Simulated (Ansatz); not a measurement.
# CoSi4: what the fields show

The calculation's input:

```
crystal:
  lattice:
    - [5.1650045664, 0.0, 0.0]
    - [0.0, 5.1650045664, 0.0]
    - [0.0, 0.0, 2.6381594587]
  atoms:
    - { symbol: Co, position: [0.0, 0.0, 0.0] }
    - { symbol: Si, position: [0.7315243195, 0.7315243195, 0.5] }
    - { symbol: Si, position: [0.2684756805, 0.2684756805, 0.5] }
    - { symbol: Si, position: [0.2684756805, 0.7315243195, 0.5] }
    - { symbol: Si, position: [0.7315243195, 0.2684756805, 0.5] }
basis:
  ecutwfc: 420
kpoints:
  mp_grid: { grid: [8, 8, 14] }
hamiltonian:
  xc: pbe
scf:
  occupations: { method: gaussian, width: 0.1 }
output:
  forces: true
  stress: true
  eigenvalues: true
  write_density: true
  write_potential: true
  elf: true
  volumetric_format: npy
relax:
  adjacent_minimum: "off"
  f_tol: 0.01
  max_steps: 80
  cell: { stress_tol: 0.05 }
```

Run with:

```sh
ansatz run input.yaml --threads 1 --pin off --max-ram 2560MiB --backend cpu --events-out ev --progress --plain --runs-dir out
```

Below, planes, directions and counts refer to the conventional cell (a = 5.16 Å, b = 5.16 Å, c = 2.64 Å, α = 90.00°, β = 90.00°, γ = 90.00°).

The fields are those of the run's last geometry, not of the input's.

Space group P4/mmm; a structure generated by program, which may or may not match a known phase; computed without spin polarisation.

The calculation used DFT PBE, scalar-relativistic, plane waves, PAW in Ansatz.

In a PAW calculation such maps are meaningful between the atoms, not at the nuclei.

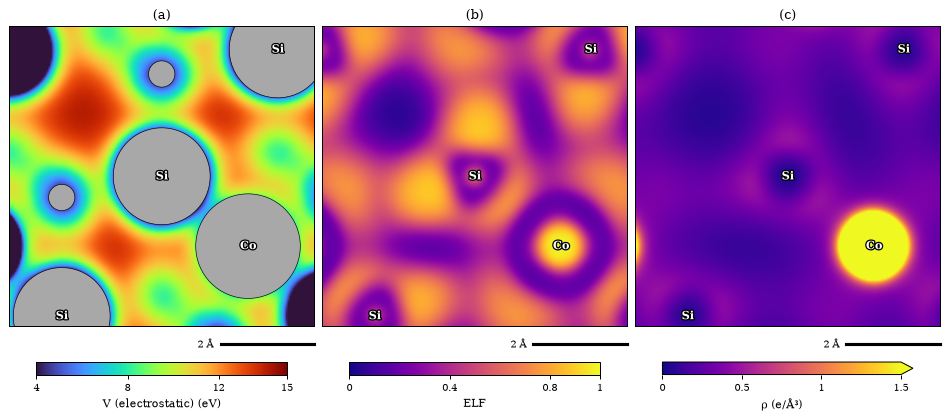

Figure 1. (a) electrostatic potential (local pseudopotential plus Hartree) felt by an electron; (b) ELF; (c) valence pseudo-density on the (111) plane of the conventional cell. Grey discs cover the atomic cores in the potential map.

Interpret the plot.

Answer. The section cuts through Co and Si sites. Co–Si (2.36 Å): ρ is about 0.45 e/Å³ halfway; the ELF peaks at about 0.70 in the valence shell of Si, 0.9 Å from its nucleus, and is about 0.45 at the midpoint. Between the atoms the lowest density in this plane is 0.07 e/Å³. The features right at Co lie inside the PAW spheres, where the map follows smoothed inner orbitals and isn't to be read closely. Outside the cores the potential energy rises away from the atoms and is highest about 2.1 Å from the nearest atoms; its zero is arbitrary.

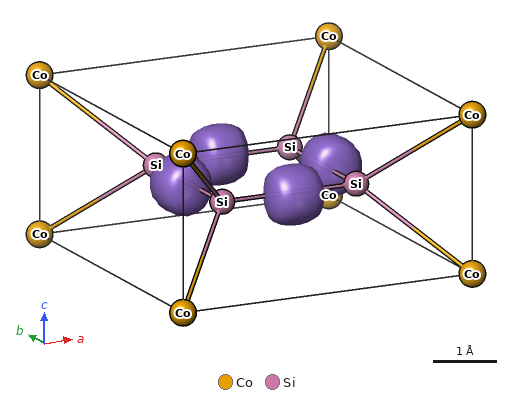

Figure 2. Isosurface of the electron localisation function at 0.85 (purple), seen at an oblique angle. Core shells and regions of very low density are left out. Sticks mark near contacts.

What do the ELF domains correspond to?

Answer. The ELF exceeds this value in four regions between bonded Si–Si atoms, counted in one cell of 5 atoms. Regions shared between cells count once.


 Si–Si (2.39 Å): the ELF peaks at about 0.95 between the atoms.

Metal or insulator at this level of theory?

Answer. It is gapless in this calculation (a metal or semimetal).
